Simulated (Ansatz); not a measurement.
ZnO (space group P6_3mc, No. 186). Coordinates: coordinates from a relaxation at fixed volume with DFT PBE, scalar-relativistic, plane waves, PAW in Ansatz 0.2.0; the starting structure was generated, so it need not be a known form of this composition.

```
CELL_PARAMETERS angstrom
3.17815 0.00000 0.00000
-1.58907 2.75236 0.00000
0.00000 0.00000 5.12934
ATOMIC_POSITIONS crystal
Zn 0.33333 0.66667 0.81046
Zn 0.66667 0.33333 0.31046
O 0.66667 0.33333 0.68955
O 0.33333 0.66667 0.18955
```

Bonds are taken as O–Zn below 2.2 Å; no other contact counts. Atoms with one bond or none are removed and atoms with two bonds are replaced by edges, until no such atom is left.

What net does this leave?

The result is a uninodal 4-connected, three-periodic net: Zn and O are 4-connected nodes. It is the lon net, known from lonsdaleite, wurtzite and tridymite. It is a single net, without interpenetration.

```tsv
node	links	point symbol	coordination sequence
Zn and O	4	6⁶	4 12 25 44 67 96
```

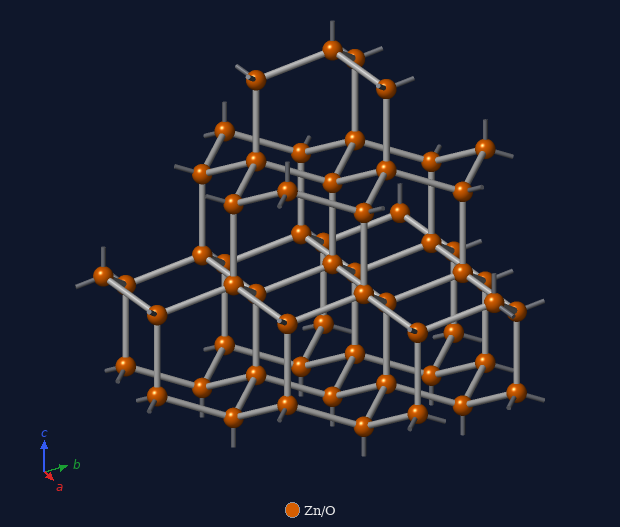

Nodes are coloured by topological kind. Short stubs are edges that leave the cut-out.
